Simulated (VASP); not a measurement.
The compound is BN (space group R3m, No. 160), taken as a cell listed in the Materials Project, as set up for an electronic-structure calculation.

```cif
data_structure
_symmetry_space_group_name_H-M 'R3m:H'
_symmetry_Int_Tables_number 160
_cell_length_a 2.5022
_cell_length_b 2.5022
_cell_length_c 10.1188
_cell_angle_alpha 90.000
_cell_angle_beta 90.000
_cell_angle_gamma 120.000
_cell_volume 54.87
loop_
_atom_site_label
_atom_site_type_symbol
_atom_site_symmetry_multiplicity
_atom_site_Wyckoff_symbol
_atom_site_fract_x
_atom_site_fract_y
_atom_site_fract_z
_atom_site_occupancy
N1 N 3 a 0.66667 0.33333 0.00057 1
B1 B 3 a 0.00000 0.00000 0.00033 1
```

Describe how the polyhedra about B are linked (bonds: B–N below 1.6 Å).

B: BN3 triangle, sharing corners with six neighbours.

They form layers of corner-sharing triangles parallel to (001).

Centre to centre across a shared corner: 2.50 Å.

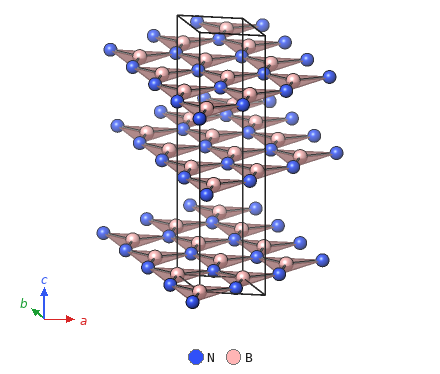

Polyhedra are drawn about B (bonds: B–N below 1.6 Å); other atoms are plain spheres.
